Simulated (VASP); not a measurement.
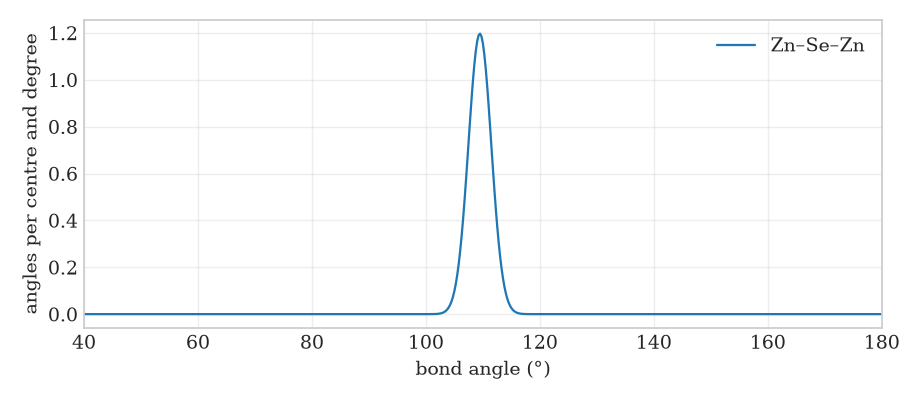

Bond-angle distributions computed from the structure of ZnSe; each angle is a Gaussian of σ = 2.0°. Bonds counted: Se–Zn up to 2.95 Å. Structure used: the geometry relaxed with VASP Kohn-Sham DFT of a periodic cell, PBEsol with D3(BJ), VASP PAW PBE potentials, recommended in VASP.

Question: Where do the angles cluster?

Answer: Zn–Se–Zn: 109° (6 per centre)

Question: What coordination geometry do the angles point to, counting the bonds named above alone?

Answer: Se has 4 Zn neighbours in a tetrahedral arrangement.

The structure has space group F-43m (No. 216); other forms of this composition would give other results.
